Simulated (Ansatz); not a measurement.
System: Al₃Cu₂.

```yaml
crystal:
  lattice:
    - [0.00000, -6.67302, 0.00000]
    - [-4.09859, 0.00000, 0.00000]
    - [0.00000, 0.00000, -4.98210]
  atoms:
    - { symbol: Al, position: [0.50000, 0.50000, 0.00000] }
    - { symbol: Al, position: [0.00000, 0.00000, 0.00000] }
    - { symbol: Al, position: [0.66667, 0.00000, 0.64849] }
    - { symbol: Al, position: [0.16667, 0.50000, 0.64849] }
    - { symbol: Al, position: [0.83333, 0.50000, 0.35151] }
    - { symbol: Al, position: [0.33333, 0.00000, 0.35151] }
    - { symbol: Cu, position: [0.66667, 0.00000, 0.15771] }
    - { symbol: Cu, position: [0.16667, 0.50000, 0.15771] }
    - { symbol: Cu, position: [0.83333, 0.50000, 0.84229] }
    - { symbol: Cu, position: [0.33333, 0.00000, 0.84229] }
```

Space group C2/m; a structure from a database of computed crystals, not necessarily the ambient phase; changed on purpose from its base cell (strain -0.0600 x Voigt [0, 1, 0, 0, 0, 0], atoms carried along); not relaxed (largest force 0.4 eV/Å); computed pressure about 9 GPa in this cell; computed without spin polarisation.

Level of theory: Ansatz 0.2.0, DFT PBEsol, scalar-relativistic, plane waves, PAW.

What will maps of the valence pseudo-density and electron localisation function show?

Answer. Al–Al (2.67 Å): the density is about 0.26 e/Å³ at the midpoint; the ELF peaks at about 0.70 between the atoms.
Al–Cu (2.52 Å): ρ at the midpoint is about 0.3 e/Å³; the ELF peaks at about 0.65 between the atoms.
Al–Al (2.83 Å): ρ is about 0.22 e/Å³ halfway; the ELF is about 0.60 at the midpoint.

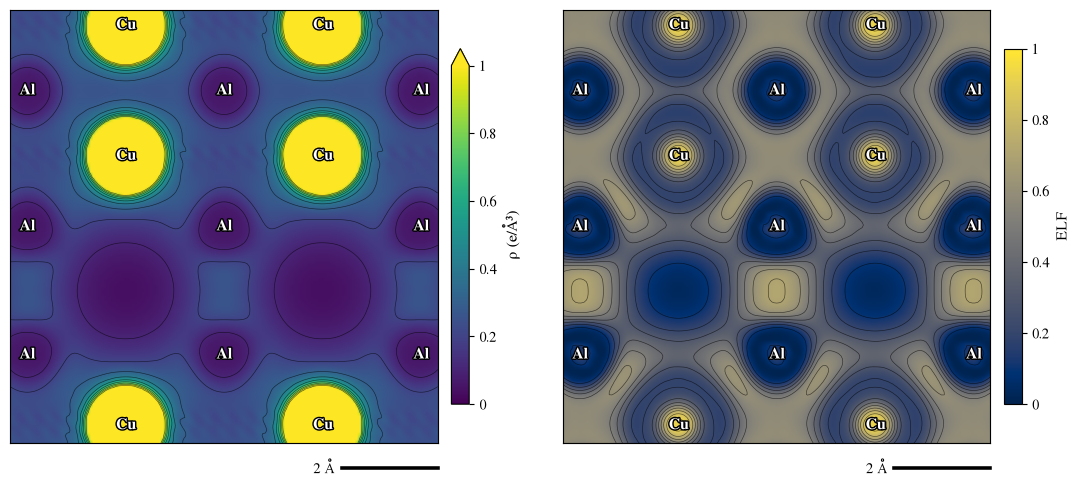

Computed valence pseudo-density and electron localisation function on the (101̄) plane of the conventional cell, in this order. 

The density is the valence pseudo-density of a PAW calculation; it isn't the true density close to the nuclei.
